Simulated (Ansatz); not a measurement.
# Geometry relaxation of TaN (part 3 of 3)

Continued. System: TaN (slab, 32 atoms in the cell). Method: DFT PBE, scalar-relativistic, plane waves, PAW, no spin polarisation (Ansatz 0.2.0); cutoff 420 eV, 4×3×1 k-mesh, Gaussian smearing of 0.1 eV. The structure derives from an entry of the Crystallography Open Database. The input holds or restrains some coordinates. Forces given for the steps count only the free coordinates. It belongs to a series of runs on one base structure; here: clean slab, lower planes held.

Trajectory as extended XYZ (Å, eV, eV/Å), 7 frames, from step=1 to step=7:
```
32
Lattice="5.9004 0.0000 0.0000 -2.9502 7.7265 0.0000 0.0000 0.0000 22.0687" Properties=species:S:1:pos:R:3:forces:R:3 step=1 energy=-165078.31050
Ta   -1.4751    7.2030    8.0000   -0.0035   0.2696   0.4911
Ta    0.0000    3.3397    8.0000   -0.0035   0.2696   0.4911
Ta    1.4751    7.2030    8.0000   -0.0035   0.2696   0.4911
Ta    2.9502    3.3397    8.0000   -0.0035   0.2696   0.4911
N     2.9502    5.5529    8.3194    0.0017  -0.5054   0.4453
N     4.4253    1.6897    8.3194    0.0017  -0.5054   0.4453
N     0.0000    5.5529    8.3194    0.0017  -0.5054   0.4453
N     1.4751    1.6897    8.3194    0.0017  -0.5054   0.4453
Ta   -1.4751    5.0294    9.9164    0.0028   0.1408  -0.5969
Ta    0.0000    1.1661    9.9164    0.0028   0.1408  -0.5969
Ta    1.4751    5.0294    9.9164    0.0028   0.1408  -0.5969
Ta    2.9502    1.1661    9.9164    0.0028   0.1408  -0.5969
N     2.9502    3.3794   10.2358    0.0012   0.0153  -0.5855
N     1.4751    7.2426   10.2358    0.0012   0.0153  -0.5855
N     0.0000    3.3794   10.2358    0.0012   0.0153  -0.5855
N    -1.4751    7.2426   10.2358    0.0012   0.0153  -0.5855
Ta    4.4253    2.8558   11.8328   -0.0007   0.3466   1.2170
Ta    2.9502    6.7191   11.8328   -0.0007   0.3466   1.2170
Ta    1.4751    2.8558   11.8328   -0.0007   0.3466   1.2170
Ta    0.0000    6.7191   11.8328   -0.0007   0.3466   1.2170
N     2.9502    1.2058   12.1522   -0.0067  -0.2013   0.0069
N     1.4751    5.0691   12.1522   -0.0067  -0.2013   0.0069
N     0.0000    1.2058   12.1522   -0.0067  -0.2013   0.0069
N    -1.4751    5.0691   12.1522   -0.0067  -0.2013   0.0069
Ta    4.4253    0.6822   13.7493    0.0049  -1.5260   0.0439
Ta    2.9502    4.5455   13.7493    0.0049  -1.5260   0.0439
Ta    1.4751    0.6822   13.7493    0.0049  -1.5260   0.0439
Ta    0.0000    4.5455   13.7493    0.0049  -1.5260   0.0439
N     0.0000    6.7587   14.0687    0.0003   1.4603  -1.0212
N     1.4751    2.8955   14.0687    0.0003   1.4603  -1.0212
N     2.9502    6.7587   14.0687    0.0003   1.4603  -1.0212
N     4.4253    2.8955   14.0687    0.0003   1.4603  -1.0212
32
Lattice="5.9004 0.0000 0.0000 -2.9502 7.7265 0.0000 0.0000 0.0000 22.0687" Properties=species:S:1:pos:R:3:forces:R:3 step=2 energy=-165078.94190
Ta   -1.4751    7.2030    8.0000    0.0037   0.2713   0.5356
Ta    0.0000    3.3397    8.0000    0.0037   0.2713   0.5356
Ta    1.4751    7.2030    8.0000    0.0037   0.2713   0.5356
Ta    2.9502    3.3397    8.0000    0.0037   0.2713   0.5356
N     2.9502    5.5529    8.3194   -0.0025  -0.5158   0.5088
N     4.4253    1.6897    8.3194   -0.0025  -0.5158   0.5088
N     0.0000    5.5529    8.3194   -0.0025  -0.5158   0.5088
N     1.4751    1.6897    8.3194   -0.0025  -0.5158   0.5088
Ta   -1.4751    5.0294    9.9164   -0.0026   0.3593  -0.4979
Ta    0.0000    1.1661    9.9164   -0.0026   0.3593  -0.4979
Ta    1.4751    5.0294    9.9164   -0.0026   0.3593  -0.4979
Ta    2.9502    1.1661    9.9164   -0.0026   0.3593  -0.4979
N     2.9502    3.3794   10.2358   -0.0070   0.1721  -0.4745
N     1.4751    7.2426   10.2358   -0.0070   0.1721  -0.4745
N     0.0000    3.3794   10.2358   -0.0070   0.1721  -0.4745
N    -1.4751    7.2426   10.2358   -0.0070   0.1721  -0.4745
Ta    4.4250    2.8968   11.8692    0.0091  -0.3273  -0.3691
Ta    2.9499    6.7601   11.8692    0.0091  -0.3273  -0.3691
Ta    1.4749    2.8968   11.8692    0.0091  -0.3273  -0.3691
Ta   -0.0002    6.7601   11.8692    0.0091  -0.3273  -0.3691
N     2.9498    1.2299   12.1527    0.0155  -0.1347   0.0937
N     1.4747    5.0932   12.1527    0.0155  -0.1347   0.0937
N    -0.0004    1.2299   12.1527    0.0155  -0.1347   0.0937
N    -1.4755    5.0932   12.1527    0.0155  -0.1347   0.0937
Ta    4.4255    0.6681   13.7298   -0.0092  -0.7595   0.1743
Ta    2.9504    4.5313   13.7298   -0.0092  -0.7595   0.1743
Ta    1.4753    0.6681   13.7298   -0.0092  -0.7595   0.1743
Ta    0.0002    4.5313   13.7298   -0.0092  -0.7595   0.1743
N     0.0002    6.8318   13.9939   -0.0070   0.9351   0.0279
N     1.4753    2.9685   13.9939   -0.0070   0.9351   0.0279
N     2.9504    6.8318   13.9939   -0.0070   0.9351   0.0279
N     4.4255    2.9685   13.9939   -0.0070   0.9351   0.0279
32
Lattice="5.9004 0.0000 0.0000 -2.9502 7.7265 0.0000 0.0000 0.0000 22.0687" Properties=species:S:1:pos:R:3:forces:R:3 step=3 energy=-165079.12427
Ta   -1.4751    7.2030    8.0000    0.0053   0.2437   0.5341
Ta    0.0000    3.3397    8.0000    0.0053   0.2437   0.5341
Ta    1.4751    7.2030    8.0000    0.0053   0.2437   0.5341
Ta    2.9502    3.3397    8.0000    0.0053   0.2437   0.5341
N     2.9502    5.5529    8.3194   -0.0036  -0.4816   0.4772
N     4.4253    1.6897    8.3194   -0.0036  -0.4816   0.4772
N     0.0000    5.5529    8.3194   -0.0036  -0.4816   0.4772
N     1.4751    1.6897    8.3194   -0.0036  -0.4816   0.4772
Ta   -1.4751    5.0294    9.9164    0.0024  -0.0360  -0.5337
Ta    0.0000    1.1661    9.9164    0.0024  -0.0360  -0.5337
Ta    1.4751    5.0294    9.9164    0.0024  -0.0360  -0.5337
Ta    2.9502    1.1661    9.9164    0.0024  -0.0360  -0.5337
N     2.9502    3.3794   10.2358   -0.0009  -0.0321  -0.4377
N     1.4751    7.2426   10.2358   -0.0009  -0.0321  -0.4377
N     0.0000    3.3794   10.2358   -0.0009  -0.0321  -0.4377
N    -1.4751    7.2426   10.2358   -0.0009  -0.0321  -0.4377
Ta    4.4262    2.8452   11.8557   -0.0093   0.1673  -0.3899
Ta    2.9511    6.7085   11.8557   -0.0093   0.1673  -0.3899
Ta    1.4760    2.8452   11.8557   -0.0093   0.1673  -0.3899
Ta    0.0009    6.7085   11.8557   -0.0093   0.1673  -0.3899
N     2.9512    1.1732   12.1562   -0.0015   0.2390   0.0705
N     1.4761    5.0365   12.1562   -0.0015   0.2390   0.0705
N     0.0010    1.1732   12.1562   -0.0015   0.2390   0.0705
N    -1.4741    5.0365   12.1562   -0.0015   0.2390   0.0705
Ta    4.4250    0.6108   13.7329    0.0015  -0.1976  -0.1816
Ta    2.9499    4.4740   13.7329    0.0015  -0.1976  -0.1816
Ta    1.4748    0.6108   13.7329    0.0015  -0.1976  -0.1816
Ta   -0.0003    4.4740   13.7329    0.0015  -0.1976  -0.1816
N    -0.0007    6.8627   13.9653    0.0061   0.0969   0.4609
N     1.4744    2.9994   13.9653    0.0061   0.0969   0.4609
N     2.9495    6.8627   13.9653    0.0061   0.0969   0.4609
N     4.4246    2.9994   13.9653    0.0061   0.0969   0.4609
32
Lattice="5.9004 0.0000 0.0000 -2.9502 7.7265 0.0000 0.0000 0.0000 22.0687" Properties=species:S:1:pos:R:3:forces:R:3 step=4 energy=-165079.15372
Ta   -1.4751    7.2030    8.0000    0.0026   0.2467   0.5089
Ta    0.0000    3.3397    8.0000    0.0026   0.2467   0.5089
Ta    1.4751    7.2030    8.0000    0.0026   0.2467   0.5089
Ta    2.9502    3.3397    8.0000    0.0026   0.2467   0.5089
N     2.9502    5.5529    8.3194   -0.0028  -0.4895   0.4868
N     4.4253    1.6897    8.3194   -0.0028  -0.4895   0.4868
N     0.0000    5.5529    8.3194   -0.0028  -0.4895   0.4868
N     1.4751    1.6897    8.3194   -0.0028  -0.4895   0.4868
Ta   -1.4751    5.0294    9.9164    0.0024   0.1784  -0.5782
Ta    0.0000    1.1661    9.9164    0.0024   0.1784  -0.5782
Ta    1.4751    5.0294    9.9164    0.0024   0.1784  -0.5782
Ta    2.9502    1.1661    9.9164    0.0024   0.1784  -0.5782
N     2.9502    3.3794   10.2358   -0.0020   0.0563  -0.4573
N     1.4751    7.2426   10.2358   -0.0020   0.0563  -0.4573
N     0.0000    3.3794   10.2358   -0.0020   0.0563  -0.4573
N    -1.4751    7.2426   10.2358   -0.0020   0.0563  -0.4573
Ta    4.4256    2.8652   11.8453    0.0000   0.0710  -0.0078
Ta    2.9505    6.7285   11.8453    0.0000   0.0710  -0.0078
Ta    1.4754    2.8652   11.8453    0.0000   0.0710  -0.0078
Ta    0.0003    6.7285   11.8453    0.0000   0.0710  -0.0078
N     2.9509    1.2156   12.1706   -0.0008  -0.1331  -0.2599
N     1.4758    5.0788   12.1706   -0.0008  -0.1331  -0.2599
N     0.0007    1.2156   12.1706   -0.0008  -0.1331  -0.2599
N    -1.4744    5.0788   12.1706   -0.0008  -0.1331  -0.2599
Ta    4.4254    0.6168   13.7099    0.0036   0.1575   0.4377
Ta    2.9503    4.4801   13.7099    0.0036   0.1575   0.4377
Ta    1.4752    0.6168   13.7099    0.0036   0.1575   0.4377
Ta    0.0001    4.4801   13.7099    0.0036   0.1575   0.4377
N     0.0004    6.9011   13.9968   -0.0029  -0.0872  -0.1307
N     1.4755    3.0378   13.9968   -0.0029  -0.0872  -0.1307
N     2.9506    6.9011   13.9968   -0.0029  -0.0872  -0.1307
N     4.4257    3.0378   13.9968   -0.0029  -0.0872  -0.1307
32
Lattice="5.9004 0.0000 0.0000 -2.9502 7.7265 0.0000 0.0000 0.0000 22.0687" Properties=species:S:1:pos:R:3:forces:R:3 step=5 energy=-165079.18175
Ta   -1.4751    7.2030    8.0000    0.0033   0.2481   0.5081
Ta    0.0000    3.3397    8.0000    0.0033   0.2481   0.5081
Ta    1.4751    7.2030    8.0000    0.0033   0.2481   0.5081
Ta    2.9502    3.3397    8.0000    0.0033   0.2481   0.5081
N     2.9502    5.5529    8.3194   -0.0031  -0.4920   0.4913
N     4.4253    1.6897    8.3194   -0.0031  -0.4920   0.4913
N     0.0000    5.5529    8.3194   -0.0031  -0.4920   0.4913
N     1.4751    1.6897    8.3194   -0.0031  -0.4920   0.4913
Ta   -1.4751    5.0294    9.9164    0.0021   0.2113  -0.5030
Ta    0.0000    1.1661    9.9164    0.0021   0.2113  -0.5030
Ta    1.4751    5.0294    9.9164    0.0021   0.2113  -0.5030
Ta    2.9502    1.1661    9.9164    0.0021   0.2113  -0.5030
N     2.9502    3.3794   10.2358   -0.0021   0.0658  -0.4235
N     1.4751    7.2426   10.2358   -0.0021   0.0658  -0.4235
N     0.0000    3.3794   10.2358   -0.0021   0.0658  -0.4235
N    -1.4751    7.2426   10.2358   -0.0021   0.0658  -0.4235
Ta    4.4256    2.8733   11.8518    0.0002  -0.0805   0.0563
Ta    2.9505    6.7365   11.8518    0.0002  -0.0805   0.0563
Ta    1.4754    2.8733   11.8518    0.0002  -0.0805   0.0563
Ta    0.0003    6.7365   11.8518    0.0002  -0.0805   0.0563
N     2.9509    1.2112   12.1658   -0.0011   0.0304  -0.0278
N     1.4758    5.0744   12.1658   -0.0011   0.0304  -0.0278
N     0.0007    1.2112   12.1658   -0.0011   0.0304  -0.0278
N    -1.4744    5.0744   12.1658   -0.0011   0.0304  -0.0278
Ta    4.4255    0.6271   13.7401    0.0011   0.0156  -0.0740
Ta    2.9504    4.4903   13.7401    0.0011   0.0156  -0.0740
Ta    1.4753    0.6271   13.7401    0.0011   0.0156  -0.0740
Ta    0.0002    4.4903   13.7401    0.0011   0.0156  -0.0740
N     0.0002    6.8989   14.0025   -0.0004   0.0015  -0.0278
N     1.4752    3.0357   14.0025   -0.0004   0.0015  -0.0278
N     2.9503    6.8989   14.0025   -0.0004   0.0015  -0.0278
N     4.4254    3.0357   14.0025   -0.0004   0.0015  -0.0278
32
Lattice="5.9004 0.0000 0.0000 -2.9502 7.7265 0.0000 0.0000 0.0000 22.0687" Properties=species:S:1:pos:R:3:forces:R:3 step=6 energy=-165079.18336
Ta   -1.4751    7.2030    8.0000    0.0035   0.2449   0.5033
Ta    0.0000    3.3397    8.0000    0.0035   0.2449   0.5033
Ta    1.4751    7.2030    8.0000    0.0035   0.2449   0.5033
Ta    2.9502    3.3397    8.0000    0.0035   0.2449   0.5033
N     2.9502    5.5529    8.3194   -0.0031  -0.4887   0.4847
N     4.4253    1.6897    8.3194   -0.0031  -0.4887   0.4847
N     0.0000    5.5529    8.3194   -0.0031  -0.4887   0.4847
N     1.4751    1.6897    8.3194   -0.0031  -0.4887   0.4847
Ta   -1.4751    5.0294    9.9164    0.0017   0.1837  -0.5703
Ta    0.0000    1.1661    9.9164    0.0017   0.1837  -0.5703
Ta    1.4751    5.0294    9.9164    0.0017   0.1837  -0.5703
Ta    2.9502    1.1661    9.9164    0.0017   0.1837  -0.5703
N     2.9502    3.3794   10.2358   -0.0024   0.0517  -0.4533
N     1.4751    7.2426   10.2358   -0.0024   0.0517  -0.4533
N     0.0000    3.3794   10.2358   -0.0024   0.0517  -0.4533
N    -1.4751    7.2426   10.2358   -0.0024   0.0517  -0.4533
Ta    4.4256    2.8679   11.8479    0.0001   0.0486   0.0056
Ta    2.9505    6.7311   11.8479    0.0001   0.0486   0.0056
Ta    1.4754    2.8679   11.8479    0.0001   0.0486   0.0056
Ta    0.0003    6.7311   11.8479    0.0001   0.0486   0.0056
N     2.9508    1.2126   12.1567    0.0003  -0.0525   0.0310
N     1.4757    5.0759   12.1567    0.0003  -0.0525   0.0310
N     0.0006    1.2126   12.1567    0.0003  -0.0525   0.0310
N    -1.4745    5.0759   12.1567    0.0003  -0.0525   0.0310
Ta    4.4255    0.6256   13.7301   -0.0004  -0.0026  -0.0024
Ta    2.9504    4.4888   13.7301   -0.0004  -0.0026  -0.0024
Ta    1.4753    0.6256   13.7301   -0.0004  -0.0026  -0.0024
Ta    0.0002    4.4888   13.7301   -0.0004  -0.0026  -0.0024
N     0.0001    6.8964   13.9940    0.0003   0.0148   0.0014
N     1.4752    3.0331   13.9940    0.0003   0.0148   0.0014
N     2.9503    6.8964   13.9940    0.0003   0.0148   0.0014
N     4.4254    3.0331   13.9940    0.0003   0.0148   0.0014
32
Lattice="5.9004 0.0000 0.0000 -2.9502 7.7265 0.0000 0.0000 0.0000 22.0687" Properties=species:S:1:pos:R:3:forces:R:3 step=7 energy=-165079.18399
Ta   -1.4751    7.2030    8.0000    0.0035   0.2462   0.5057
Ta    0.0000    3.3397    8.0000    0.0035   0.2462   0.5057
Ta    1.4751    7.2030    8.0000    0.0035   0.2462   0.5057
Ta    2.9502    3.3397    8.0000    0.0035   0.2462   0.5057
N     2.9502    5.5529    8.3194   -0.0031  -0.4899   0.4873
N     4.4253    1.6897    8.3194   -0.0031  -0.4899   0.4873
N     0.0000    5.5529    8.3194   -0.0031  -0.4899   0.4873
N     1.4751    1.6897    8.3194   -0.0031  -0.4899   0.4873
Ta   -1.4751    5.0294    9.9164    0.0019   0.1899  -0.5492
Ta    0.0000    1.1661    9.9164    0.0019   0.1899  -0.5492
Ta    1.4751    5.0294    9.9164    0.0019   0.1899  -0.5492
Ta    2.9502    1.1661    9.9164    0.0019   0.1899  -0.5492
N     2.9502    3.3794   10.2358   -0.0022   0.0557  -0.4434
N     1.4751    7.2426   10.2358   -0.0022   0.0557  -0.4434
N     0.0000    3.3794   10.2358   -0.0022   0.0557  -0.4434
N    -1.4751    7.2426   10.2358   -0.0022   0.0557  -0.4434
Ta    4.4256    2.8695   11.8494    0.0000   0.0005  -0.0003
Ta    2.9505    6.7328   11.8494    0.0000   0.0005  -0.0003
Ta    1.4754    2.8695   11.8494    0.0000   0.0005  -0.0003
Ta    0.0003    6.7328   11.8494    0.0000   0.0005  -0.0003
N     2.9508    1.2107   12.1598    0.0000  -0.0028   0.0015
N     1.4757    5.0740   12.1598    0.0000  -0.0028   0.0015
N     0.0007    1.2107   12.1598    0.0000  -0.0028   0.0015
N    -1.4744    5.0740   12.1598    0.0000  -0.0028   0.0015
Ta    4.4255    0.6266   13.7319   -0.0001   0.0026  -0.0044
Ta    2.9504    4.4898   13.7319   -0.0001   0.0026  -0.0044
Ta    1.4753    0.6266   13.7319   -0.0001   0.0026  -0.0044
Ta    0.0002    4.4898   13.7319   -0.0001   0.0026  -0.0044
N     0.0002    6.8983   13.9957    0.0001  -0.0022   0.0028
N     1.4753    3.0350   13.9957    0.0001  -0.0022   0.0028
N     2.9504    6.8983   13.9957    0.0001  -0.0022   0.0028
N     4.4254    3.0350   13.9957    0.0001  -0.0022   0.0028
```

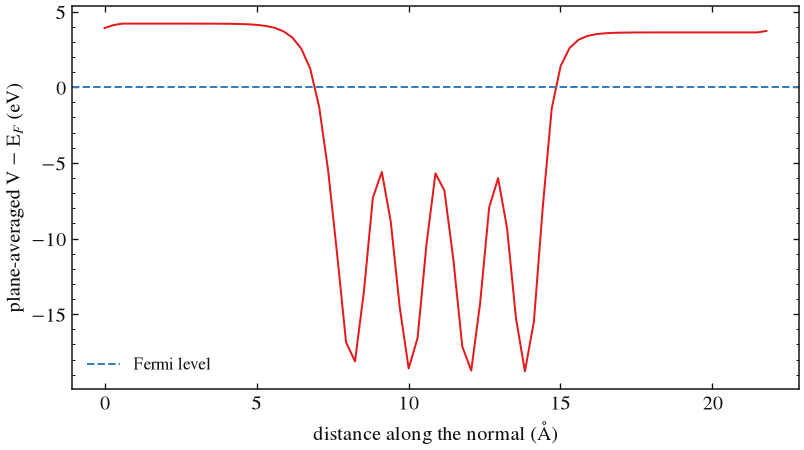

Figure 1. Plane average of the electrostatic potential energy of an electron across the cell, from the Fermi level. The vacuum level lies 3.62 eV above the Fermi level on the upper side and 4.20 eV on the lower.

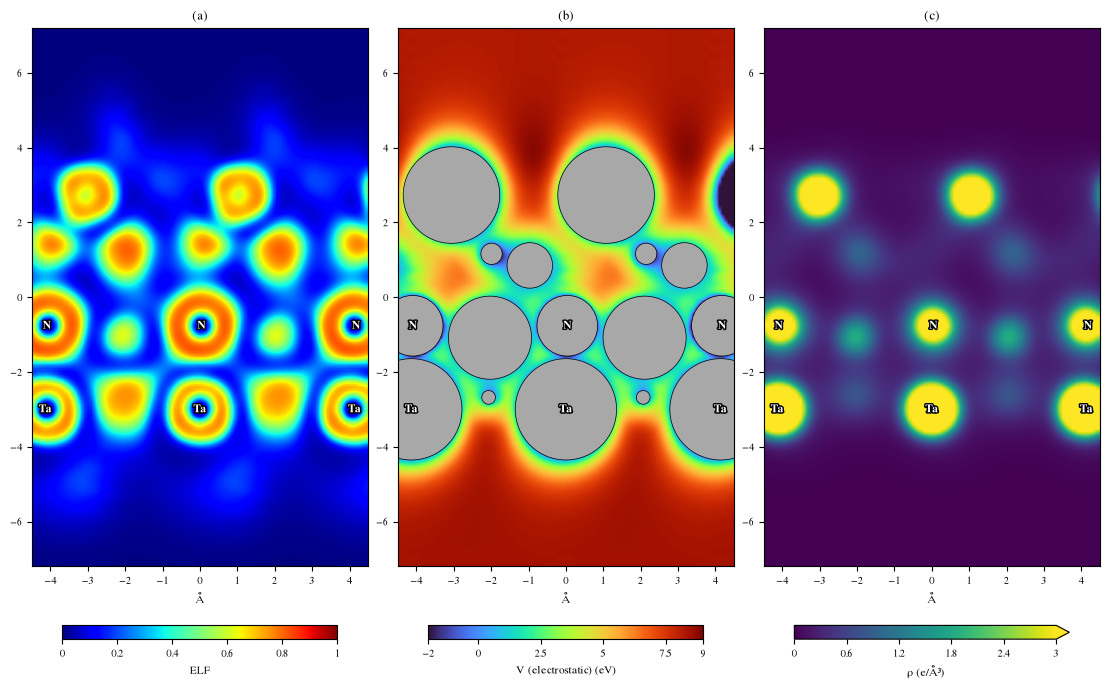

Figure 2. (a) ELF; (b) electrostatic potential (local pseudopotential plus Hartree) felt by an electron; (c) valence charge density (pseudo) on the (100) plane of the calculation cell, a cut from vacuum to vacuum. Grey discs, where drawn, cover atomic cores. Ta–N (2.24 Å): ρ is about 0.53 e/Å³ halfway; the ELF is about 0.20 at the midpoint (no shared pair; the contact is polar). The density dies away to nearly zero in the vacuum. The strong features right at Ta lie inside the PAW spheres (semicore, d or f shells) and say nothing about bonding. In a PAW calculation such maps are meaningful between the atoms, not at the nuclei.

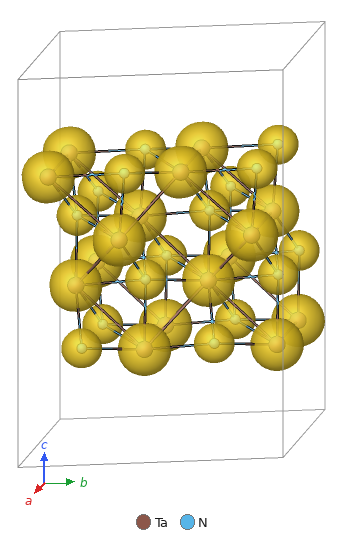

Figure 3. Isosurface of the valence charge density (pseudo) at 1.5 e/Å³ (yellow), seen slightly off an axis. Sticks mark near contacts. At this value the density breaks into separate islands; it holds about 50 % of the electrons treated as valence (semicore included). It is pinched off along the Ta–N (2.09 Å), Ta–Ta (2.89 Å), Ta–N (2.15 Å) and Ta–N (2.23 Å) contacts. On the grid the lowest density along these lines, outside the cores, is 0.77 e/Å³ (Ta–N, 2.09 Å), 0.33 e/Å³ (Ta–Ta, 2.89 Å), 0.63 e/Å³ (Ta–N, 2.15 Å) and 0.54 e/Å³ (Ta–N, 2.23 Å).

Results in brief:

- outcome: converged under the restraints of the input
- electrons treated: 288
- free energy: −165079.1840 eV
- work function, top face: 3.62 eV
- work function, bottom face: 4.20 eV
- Fermi energy: 4.416 eV
- gap on the k-point mesh: none (metallic)
- final volume: 1006.09 Å³
- work function (upper face): 3.62 eV
- largest force (length of the vector) at the end, held atoms and coordinates included: 0.691 eV/Å
- hardware: 4 threads of Intel Xeon (Granite Rapids), 16 GiB of memory available, shared host
- wall time: 2.3 min (CPU time 9.2 min)
- peak memory: 3.6 GiB

Notes:

The program warns: the k-point mesh lowers the symmetry that the run can use; the exchange-correlation potential is rough where the density is thin. Spin–orbit coupling is left out, which matters for Ta.
